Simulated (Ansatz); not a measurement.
## Run report: Pt$_{12}$S, geometry relaxation (part 3 of 3)

The same run, continued: Pt$_{12}$S (slab, 13 atoms in the cell); DFT PBE+D3(BJ), scalar-relativistic, plane waves, PAW, no spin polarisation (Ansatz 0.2.0); cutoff 420 eV, 6×6×1 k-mesh, Gaussian smearing of 0.1 eV. The structure derives from an entry of the Crystallography Open Database. The input holds or restrains some coordinates. Forces given for the steps count only the free coordinates.

Geometry of the input (Å; fractional positions):
```
4.8115  0.0000  0.0000
-2.4058  4.1669  0.0000
0.0000  0.0000  25.8045
Pt 0.0000  0.3333  0.3294
Pt 0.3333  0.0000  0.3294
Pt 0.6667  0.6667  0.3294
Pt 0.3333  0.3333  0.4173
Pt 0.6667  0.0000  0.4173
Pt 0.0000  0.6667  0.4173
Pt 0.6667  0.3333  0.5049
Pt 0.0000  0.0000  0.5049
Pt 0.3333  0.6667  0.5049
Pt 0.0000  0.3333  0.5941
Pt 0.3333  0.0000  0.5941
Pt 0.6667  0.6667  0.5941
S  0.3333  0.0000  0.6878
```

Output, continued:
```
  k-point 1: bands = ["-94.1181", "-93.6445", "-93.6217", "-93.6213", "-93.6025", "-93.5826", "-93.5822", "-93.1347", "-93.1142", "-93.1119", "-93.0032", "-92.9889", "-48.5802", "-48.2331", "-48.2293", "-48.0206", "-48.0050", "-47.9865", "-47.9828", "-47.9688", "-47.9085", "-47.8977", "-47.8566", "-47.8437", "-47.8085", "-47.8002", "-47.7783", "-47.7734", "-47.7720", "-47.7223", "-47.7092", "-47.6779", "-47.6557", "-47.5668", "-47.5531", "-47.4594", "-47.4521", "-47.4009", "-47.3906", "-47.3094", "-47.2865", "-47.2422", "-47.2277", "-47.1405", "-47.1102", "-47.1012", "-47.0582", "-47.0343", "-7.5102", "-4.4181", "-3.0901", "-2.0509", "-1.9180", "-1.1259", "-1.0704", "-0.9443", "-0.8721", "-0.6000", "-0.5351", "-0.3641", "-0.3267", "-0.1222", "-0.0529", "0.1170", "0.1224", "0.2177", "0.2522", "0.5732", "0.6789", "0.8234", "0.8765", "0.9554", "0.9860", "1.0662", "1.1214", "1.2413", "1.3825", "1.4404", "1.4707", "1.5009", "1.5430", "1.6771", "1.7227", "1.8257", "1.8767", "1.9287", "2.0179", "2.0477", "2.0902", "2.2642", "2.5321", "2.6166", "2.7084", "2.9647", "3.0553", "3.1029", "3.1947", "3.2898", "3.4234", "3.5677", "3.6729", "3.7325", "3.8384", "4.0175", "4.2614", "4.3548", "4.4161", "4.5600", "4.6201", "4.6998", "4.7541", "4.8388", "4.9083", "5.0377", "5.2196", "6.3556", "7.6777", "7.8292", "8.6931", "8.8035", "9.0281", "9.7365", "9.9104", "10.1390", "10.5266", "10.6366", "10.9742", "11.2001", "11.2326", "11.3392", "11.4748", "11.8155", "12.0412", "12.4660"]
  k-point 2: bands = ["-94.1180", "-93.6391", "-93.6258", "-93.6227", "-93.5977", "-93.5861", "-93.5834", "-93.1297", "-93.1173", "-93.1138", "-93.0008", "-92.9914", "-48.5799", "-48.2369", "-48.2242", "-48.0565", "-48.0167", "-47.9928", "-47.9669", "-47.9587", "-47.8770", "-47.8473", "-47.8314", "-47.8309", "-47.8099", "-47.7867", "-47.7780", "-47.7721", "-47.7535", "-47.7511", "-47.7363", "-47.7255", "-47.6793", "-47.5985", "-47.5387", "-47.4008", "-47.3960", "-47.3904", "-47.3870", "-47.3682", "-47.3103", "-47.2701", "-47.2290", "-47.1339", "-47.1132", "-47.1047", "-47.0540", "-47.0385", "-7.4685", "-3.5467", "-2.2961", "-1.7234", "-1.5985", "-1.3607", "-1.3075", "-1.2033", "-1.1354", "-1.0745", "-0.8612", "-0.7432", "-0.6918", "-0.4001", "-0.2599", "-0.1509", "0.0461", "0.1259", "0.3467", "0.3544", "0.4343", "0.5275", "0.5923", "0.7691", "0.9027", "1.0422", "1.0705", "1.1025", "1.2569", "1.3413", "1.4658", "1.5414", "1.5730", "1.6998", "1.8936", "1.9234", "1.9585", "2.0846", "2.1774", "2.3044", "2.5390", "2.6122", "2.6681", "2.7250", "2.7626", "2.9669", "3.0264", "3.2713", "3.3143", "3.4655", "3.5876", "3.7473", "3.7825", "3.8468", "3.9402", "4.3629", "4.4117", "4.5530", "4.6102", "4.6996", "4.7398", "4.7938", "4.8511", "5.0140", "5.0838", "5.0911", "5.8605", "5.9515", "6.3114", "7.1622", "7.2742", "7.7716", "8.1356", "8.5593", "8.6040", "8.9139", "9.5004", "10.8693", "11.0297", "11.1878", "11.4281", "11.6652", "12.1585", "12.3466", "12.8294", "12.9748"]
  k-point 6: bands = ["-94.1180", "-93.6295", "-93.6295", "-93.6285", "-93.5891", "-93.5891", "-93.5891", "-93.1227", "-93.1191", "-93.1191", "-92.9961", "-92.9961", "-48.5796", "-48.2286", "-48.2286", "-47.9914", "-47.9893", "-47.9893", "-47.9667", "-47.9560", "-47.9560", "-47.8653", "-47.8619", "-47.8619", "-47.7848", "-47.7848", "-47.7618", "-47.7600", "-47.7563", "-47.7563", "-47.7134", "-47.7134", "-47.7007", "-47.5336", "-47.5321", "-47.5321", "-47.4195", "-47.3444", "-47.3431", "-47.3431", "-47.3119", "-47.3119", "-47.2238", "-47.1282", "-47.1119", "-47.1119", "-47.0463", "-47.0463", "-7.4404", "-2.2386", "-2.2146", "-2.2146", "-1.6821", "-1.6469", "-1.6469", "-1.1766", "-1.1582", "-1.1582", "-0.9590", "-0.9218", "-0.9218", "-0.6931", "-0.6930", "-0.6930", "-0.1393", "-0.1393", "-0.0815", "0.5487", "0.5762", "0.5762", "0.9784", "1.0858", "1.0858", "1.2888", "1.3191", "1.3191", "1.5804", "1.5804", "1.7059", "1.7059", "1.7110", "1.7144", "2.3054", "2.3054", "2.4190", "2.6323", "2.6323", "2.6510", "2.7311", "2.8091", "2.8091", "2.9570", "3.4409", "3.4409", "3.5200", "3.6340", "3.6340", "3.8231", "3.8404", "3.8404", "3.9576", "3.9576", "3.9921", "4.0649", "4.0649", "4.2371", "4.2536", "4.2536", "4.3731", "4.4171", "4.4171", "4.4793", "4.7166", "4.7166", "4.7494", "4.9023", "4.9023", "4.9364", "6.0094", "6.0094", "6.9372", "8.1597", "8.1597", "9.3775", "10.9309", "10.9309", "11.7848", "12.3196", "12.3196", "12.9465", "12.9465", "13.0752", "13.3535", "13.6691"]
--- Relaxed structure (5 steps of the walk, 5 accepted, 0 SCFs on fresh bases) ---
  F+E_penalty+E_count = -151181.67541637 eV   max|allowed force component| = 8.027e-3 eV/Å
  atoms:
    - { symbol: Pt, position: [-5.551115123125783e-17, 0.3333333333333333, 0.32939932499999997] }
    - { symbol: Pt, position: [0.33333333333333337, 0.0, 0.32939932499999997] }
    - { symbol: Pt, position: [0.6666666666666667, 0.6666666666666666, 0.32939932499999997] }
    - { symbol: Pt, position: [0.33333333333333337, 0.33333333333333326, 0.41729786709999994] }
    - { symbol: Pt, position: [0.6666666666666669, 0.0, 0.41729786709999994] }
    - { symbol: Pt, position: [-5.551115123125783e-17, 0.6666666666666666, 0.41729786709999994] }
    - { symbol: Pt, position: [0.6684179148738292, 0.33508458154049564, 0.5049740015487608] }
    - { symbol: Pt, position: [-0.0017512482071623805, 0.0, 0.5049740015487608] }
    - { symbol: Pt, position: [0.33333333333333326, 0.6649154184595042, 0.5049740015487608] }
    - { symbol: Pt, position: [-5.551115123125783e-17, 0.3333333333333333, 0.5949627188275894] }
    - { symbol: Pt, position: [0.33333333333333337, 0.0, 0.5916239990874859] }
    - { symbol: Pt, position: [0.6666666666666667, 0.6666666666666666, 0.5949627188275894] }
    - { symbol: S, position: [0.33333333333333337, 0.0, 0.6755155295973394] }
```

Trajectory as extended XYZ (Å, eV, eV/Å), 5 frames, from step=1 to step=5:
```
13
Lattice="4.8115 0.0000 0.0000 -2.4058 4.1669 0.0000 0.0000 0.0000 25.8045" Properties=species:S:1:pos:R:3:forces:R:3 step=1 energy=-151181.24033
Pt   -0.8019    1.3890    8.5000    0.0000   0.0000  -0.2573
Pt    1.6038    0.0000    8.5000    0.0000   0.0000  -0.3135
Pt    1.6038    2.7779    8.5000    0.0000   0.0000  -0.2573
Pt    0.8019    1.3890   10.7682    0.0161  -0.0278   0.2891
Pt    3.2077    0.0000   10.7682   -0.0321   0.0000   0.2891
Pt   -1.6038    2.7779   10.7682    0.0161   0.0278   0.2891
Pt    2.4058    1.3890   13.0283   -0.0050  -0.0087   0.0746
Pt    0.0000    0.0000   13.0283    0.0101   0.0000   0.0746
Pt    0.0000    2.7779   13.0283   -0.0050   0.0087   0.0746
Pt   -0.8019    1.3890   15.3294    0.0000   0.0000   0.1085
Pt    1.6038    0.0000   15.3294    0.0000   0.0000   2.1775
Pt    1.6038    2.7779   15.3294    0.0000   0.0000   0.1085
S     1.6038    0.0000   17.7494    0.0000   0.0000  -2.6574
13
Lattice="4.8115 0.0000 0.0000 -2.4058 4.1669 0.0000 0.0000 0.0000 25.8045" Properties=species:S:1:pos:R:3:forces:R:3 step=2 energy=-151181.64786
Pt   -0.8019    1.3890    8.5000    0.0000   0.0000  -0.2672
Pt    1.6038    0.0000    8.5000    0.0000   0.0000  -0.3008
Pt    1.6038    2.7779    8.5000    0.0000   0.0000  -0.2672
Pt    0.8019    1.3890   10.7682    0.0121  -0.0209   0.3764
Pt    3.2077    0.0000   10.7682   -0.0241   0.0000   0.3764
Pt   -1.6038    2.7779   10.7682    0.0121   0.0209   0.3764
Pt    2.4050    1.3877   13.0446    0.0012   0.0022   0.0315
Pt    0.0015    0.0000   13.0446   -0.0025   0.0000   0.0315
Pt   -0.0007    2.7792   13.0446    0.0012  -0.0022   0.0315
Pt   -0.8019    1.3890   15.3542    0.0000   0.0000   0.0052
Pt    1.6038    0.0000   15.3706    0.0000   0.0000   0.1105
Pt    1.6038    2.7779   15.3542    0.0000   0.0000   0.0052
S     1.6038    0.0000   17.5581    0.0000   0.0000  -0.5102
13
Lattice="4.8115 0.0000 0.0000 -2.4058 4.1669 0.0000 0.0000 0.0000 25.8045" Properties=species:S:1:pos:R:3:forces:R:3 step=3 energy=-151181.66368
Pt   -0.8019    1.3890    8.5000    0.0000   0.0000  -0.2610
Pt    1.6038    0.0000    8.5000    0.0000   0.0000  -0.3068
Pt    1.6038    2.7779    8.5000    0.0000   0.0000  -0.2610
Pt    0.8019    1.3890   10.7682    0.0040  -0.0069   0.1784
Pt    3.2077    0.0000   10.7682   -0.0080   0.0000   0.1784
Pt   -1.6038    2.7779   10.7682    0.0040   0.0069   0.1784
Pt    2.4078    1.3924   13.0147    0.0386   0.0669  -0.0831
Pt   -0.0040    0.0000   13.0147   -0.0773   0.0000  -0.0831
Pt    0.0020    2.7745   13.0147    0.0386  -0.0669  -0.0831
Pt   -0.8019    1.3890   15.3084    0.0000   0.0000   0.1554
Pt    1.6038    0.0000   15.2260    0.0000   0.0000  -0.0372
Pt    1.6038    2.7779   15.3084    0.0000   0.0000   0.1554
S     1.6038    0.0000   17.3777    0.0000   0.0000   0.2700
13
Lattice="4.8115 0.0000 0.0000 -2.4058 4.1669 0.0000 0.0000 0.0000 25.8045" Properties=species:S:1:pos:R:3:forces:R:3 step=4 energy=-151181.67523
Pt   -0.8019    1.3890    8.5000    0.0000   0.0000  -0.2668
Pt    1.6038    0.0000    8.5000    0.0000   0.0000  -0.3006
Pt    1.6038    2.7779    8.5000    0.0000   0.0000  -0.2668
Pt    0.8019    1.3890   10.7682    0.0097  -0.0167   0.2589
Pt    3.2077    0.0000   10.7682   -0.0193   0.0000   0.2589
Pt   -1.6038    2.7779   10.7682    0.0097   0.0167   0.2589
Pt    2.4111    1.3982   13.0273   -0.0123  -0.0213   0.0263
Pt   -0.0107    0.0000   13.0273    0.0246   0.0000   0.0263
Pt    0.0053    2.7687   13.0273   -0.0123   0.0213   0.0263
Pt   -0.8019    1.3890   15.3523    0.0000   0.0000  -0.0084
Pt    1.6038    0.0000   15.2616    0.0000   0.0000   0.0262
Pt    1.6038    2.7779   15.3523    0.0000   0.0000  -0.0084
S     1.6038    0.0000   17.4281    0.0000   0.0000  -0.0306
13
Lattice="4.8115 0.0000 0.0000 -2.4058 4.1669 0.0000 0.0000 0.0000 25.8045" Properties=species:S:1:pos:R:3:forces:R:3 step=5 energy=-151181.67542
Pt   -0.8019    1.3890    8.5000    0.0000   0.0000  -0.2665
Pt    1.6038    0.0000    8.5000    0.0000   0.0000  -0.3026
Pt    1.6038    2.7779    8.5000    0.0000   0.0000  -0.2665
Pt    0.8019    1.3890   10.7682    0.0077  -0.0134   0.2837
Pt    3.2077    0.0000   10.7682   -0.0154   0.0000   0.2837
Pt   -1.6038    2.7779   10.7682    0.0077   0.0134   0.2837
Pt    2.4100    1.3963   13.0306    0.0020   0.0035  -0.0080
Pt   -0.0084    0.0000   13.0306   -0.0041   0.0000  -0.0080
Pt    0.0042    2.7706   13.0306    0.0020  -0.0035  -0.0080
Pt   -0.8019    1.3890   15.3527    0.0000   0.0000   0.0025
Pt    1.6038    0.0000   15.2666    0.0000   0.0000   0.0065
Pt    1.6038    2.7779   15.3527    0.0000   0.0000   0.0025
S     1.6038    0.0000   17.4314    0.0000   0.0000  -0.0028
```

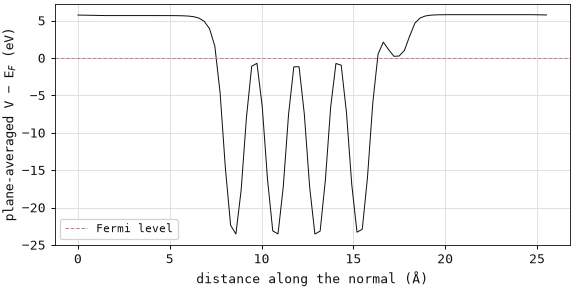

**Figure 1.** Plane average of the electrostatic potential energy of an electron across the cell, from the Fermi level. The vacuum level lies 5.80 eV above the Fermi level on the upper side and 5.68 eV on the lower.

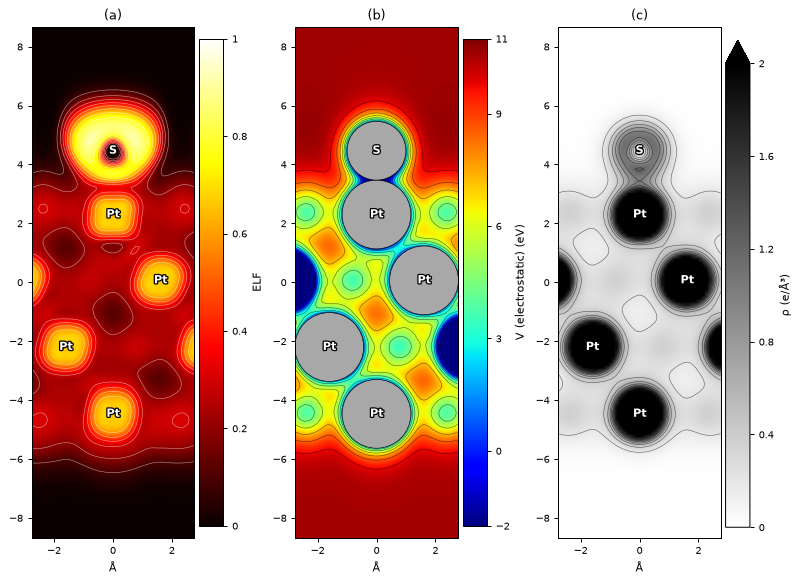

**Figure 2.** (a) electron localisation function; (b) electrostatic potential (local pseudopotential plus Hartree) felt by an electron; (c) valence pseudo-density on the (11̄0) plane of the calculation cell, a cut from vacuum to vacuum. Grey discs, where drawn, cover atomic cores. Pt–S (2.17 Å): the density is about 1 e/Å³ at the midpoint; the ELF is about 0.50 at the midpoint. The density dies away to nearly zero in the vacuum. The strong features right at Pt lie inside the PAW spheres (semicore, d or f shells) and say nothing about bonding. The fields are those of the smooth PAW valence density.

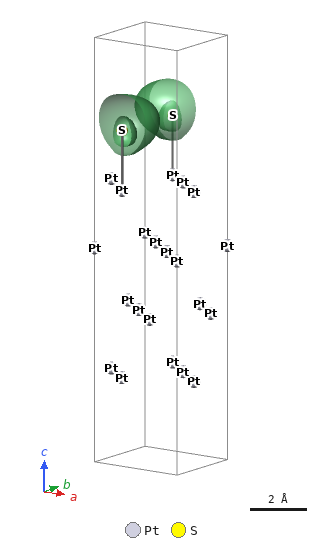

**Figure 3.** Isosurface of the electron localisation function at 0.7 (green), seen slightly off an axis. Core shells and regions of very low density are left out. Sticks mark near contacts. Along the contacts the grid gives the following. Pt–S (2.17 Å): the ELF is about 0.50 at the midpoint.

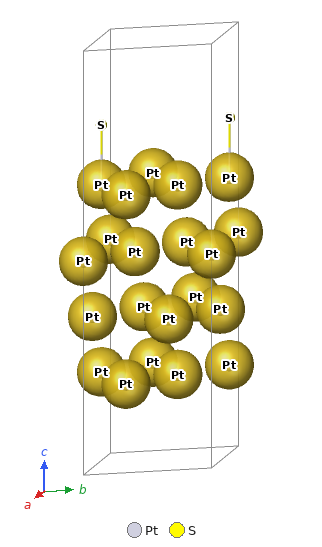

**Figure 4.** Isosurface of the valence charge density (pseudo) at 1.5 e/Å³ (yellow), seen slightly off an axis. Sticks mark near contacts. At this value the density breaks into separate islands; it holds about 65 % of the electrons treated as valence (semicore included). It is pinched off along the Pt–S (2.17 Å) contacts. On the grid the lowest density along these lines, outside the cores, is 1 e/Å³ (Pt–S, 2.17 Å).
